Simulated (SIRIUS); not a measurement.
**Energy of Ag$_{2}$O along an even scaling of the cell**

System: Ag$_{2}$O (6 atoms in the cell).
Method: Kohn-Sham DFT of a periodic cell, PBEsol, dojo-sr-pbesol-0.4.1-standard, no spin polarisation (SIRIUS 7.12.0).

The 7 runs differ only in the geometry, by an even scaling of the cell at fixed fractional positions. The structure derives from an entry of the Crystallography Open Database.

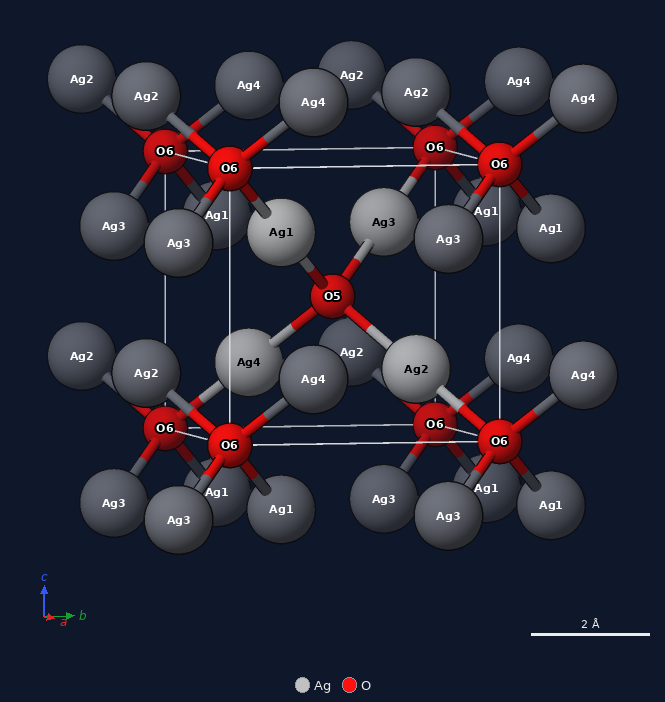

Figure 1. The structure of run 4 (ball-and-stick view of the cell of the calculation, seen at an oblique angle; neighbours outside the cell are drawn fainter; atoms are numbered from 1 in the order of the input). An atom can appear more than once, as a periodic image.

### Input of run 4
```
{
  "control": {
    "processing_unit": "cpu",
    "verbosity": 2,
    "num_bands_to_print": 58,
    "print_forces": true,
    "print_stress": true
  },
  "parameters": {
    "electronic_structure_method": "pseudopotential",
    "xc_functionals": ["XC_GGA_X_PBE_SOL", "XC_GGA_C_PBE_SOL"],
    "gk_cutoff": 9.2,
    "pw_cutoff": 18.4,
    "ngridk": [6, 6, 6],
    "shiftk": [0, 0, 0],
    "smearing": "fermi_dirac",
    "smearing_width": 0.0018374661,
    "num_bands": 58,
    "num_mag_dims": 0,
    "num_dft_iter": 100,
    "energy_tol": 1e-08,
    "density_tol": 1e-06
  },
  "iterative_solver": {
    "type": "davidson",
    "min_tolerance": 1e-10
  },
  "mixer": {
    "type": "anderson",
    "beta": 0.7,
    "max_history": 8
  },
  "settings": {
    "tol_ne": 1e-10,
    "pseudo_grid_cutoff": 6.5
  },
  "unit_cell": {
    "lattice_vectors": [
      [8.915727855984, 0.0, 0.0],
      [0.0, 8.915727855984, 0.0],
      [0.0, 0.0, 8.915727855984]
    ],
    "atom_coordinate_units": "lattice",
    "atom_types": ["Ag", "O"],
    "atom_files": {
      "Ag": "Ag.json",
      "O": "O.json"
    },
    "atoms": {
      "Ag": [
        [0.75, 0.25, 0.75],
        [0.75, 0.75, 0.25],
        [0.25, 0.75, 0.75],
        [0.25, 0.25, 0.25]
      ],
      "O": [
        [0.5, 0.5, 0.5],
        [0.0, 0.0, 0.0]
      ]
    }
  }
}
```

Command:
```bash
upf_to_json Ag.upf
upf_to_json O.upf
OMP_NUM_THREADS=4 sirius.scf --input=sirius.json --output=out.json --task=0
```

Lattice vectors (Å) and fractional positions of run 4:
```
   4.718000    0.000000    0.000000
   0.000000    4.718000    0.000000
   0.000000    0.000000    4.718000
Ag  0.750000  0.250000  0.750000
Ag  0.750000  0.750000  0.250000
Ag  0.250000  0.750000  0.750000
Ag  0.250000  0.250000  0.250000
O   0.500000  0.500000  0.500000
O   0.000000  0.000000  0.000000
```

Run 3 differs from it as follows:
```diff
-      [8.915727855984, 0.0, 0.0],
-      [0.0, 8.915727855984, 0.0],
-      [0.0, 0.0, 8.915727855984]
+      [8.855888953349, 0.0, 0.0],
+      [0.0, 8.855888953349, 0.0],
+      [0.0, 0.0, 8.855888953349]
```

### Results, with one run withheld

| run | volume per atom (Å³) | free energy per atom, from the lowest run given (meV) | pressure (GPa) | gap on the mesh (eV) |
| --- | --- | --- | --- | --- |
| 1 | 16.453 | 15.07 | 5.51 | 0.10 |
| 2 | 16.803 | 5.48 | 3.20 | 0.06 |
| 3 | 17.153 | ? | ? | ? |
| 4 | 17.503 | 0.00 | −0.64 | 0.00 |
| 5 | 17.853 | 3.05 | −2.23 | 0.00 |
| 6 | 18.204 | 9.36 | −3.63 | 0.00 |
| 7 | 18.554 | 18.55 | −4.86 | 0.00 |

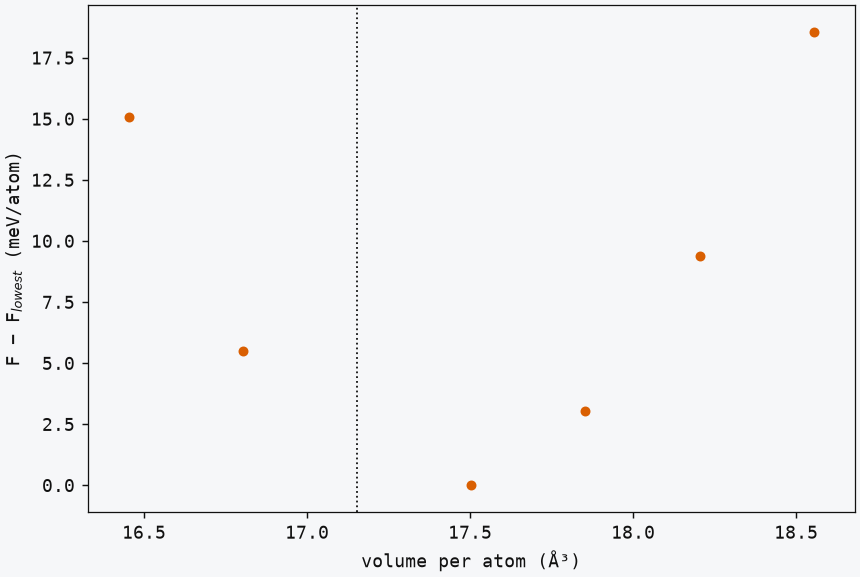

Figure 2. Free energy per atom of the runs given; the dotted line marks run 3.

Estimate the energy of run 3 from the others.

A cubic polynomial in V^(−2/3) (the Birch–Murnaghan form), fitted to the 6 runs given, misses them by at most 0.01 meV per atom. With x = V^(−2/3) − 0.14816 Å⁻², it reads F = 0.13043 − 816.94 x + 4.7597e+05 x² + 2.012e+06 x³ (meV per atom). At run 3 it gives 0.65 meV per atom, and the run itself gives 0.64. The slope of the fit gives a pressure −dF/dV of 1.22 GPa there, and the run prints 1.16 GPa. The two needn't agree exactly: the fit is approximate, and the printed stress is taken on a finite basis. The fit has its minimum at 17.384 Å³ per atom, where V d²F/dV² gives 87.5 GPa: the bulk modulus at this level, since symmetry fixes the shape and the positions. The gap on the mesh lies between 0.00 eV (run 4) and 0.10 eV (run 1); run 3 has 0.02 eV. These are gaps of this functional on this mesh, which can miss the band edges; they aren't the measured gap.

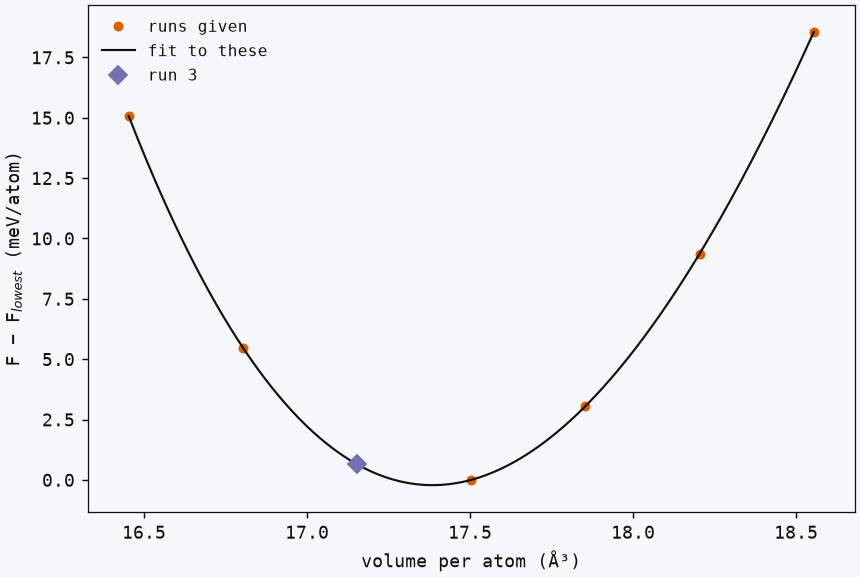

Figure 3. The fit and the withheld run.

### Some lines of the output (run 3)
```
[...]
[find] Efermi                         :       0.41629518
[find] Total energy                   :    -652.40752382 (Ha),   -1304.81504764 (Ry)
[find] Free energy (E-TS)             :    -652.40759077 (Ha),   -1304.81518154 (Ry)
[find] band gap (eV)                  :       0.02161872
[find] Efermi                         :       0.41630398
[find] Total energy                   :    -652.40752383 (Ha),   -1304.81504765 (Ry)
[find] Free energy (E-TS)             :    -652.40759078 (Ha),   -1304.81518155 (Ry)
[find] band gap (eV)                  :       0.02160549
[find] Efermi                         :       0.41629897
[find] Total energy                   :    -652.40752382 (Ha),   -1304.81504765 (Ry)
[find] band gap (eV)                  :       0.02159644
[find] Efermi                         :       0.41629959
[find] band gap (eV)                  :       0.02159511
[find] Efermi                         :       0.41629961
```
